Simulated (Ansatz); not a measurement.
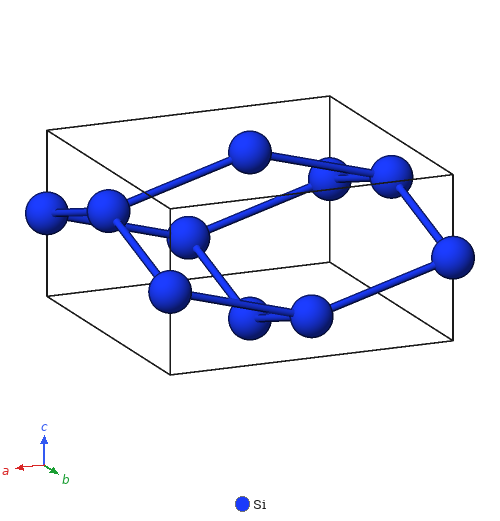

Si, space group I4_1/amd:1 (No. 141), a = 4.743 Å, b = 4.743 Å, c = 2.659 Å, α = 90.00°, β = 90.00°, γ = 90.00°

```
site  Wyckoff       x       y       z
  Si       4b  0.0000  0.5000  0.7500
```

The structure is the input geometry of an electronic-structure calculation and need not be at equilibrium.

Question: How is the cell volume shared among the sites in a plain Voronoi partition?

Answer:
```
site  faces above 1 % of the sphere  volume (Å³)  solid angle by neighbour (%)
  Si                             10        14.95                        Si 100
```

Weighted by multiplicity the volumes add up to the cell volume, 59.8 Å³.

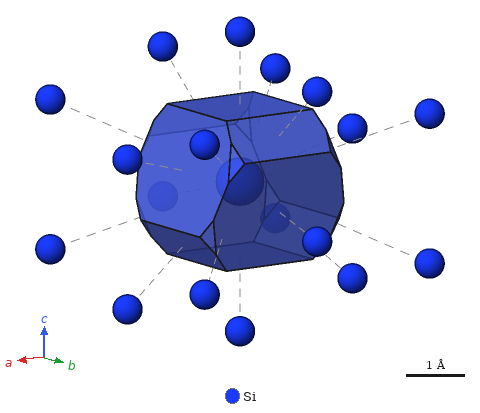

The computed Voronoi cell of Si, with the neighbours that bound it.
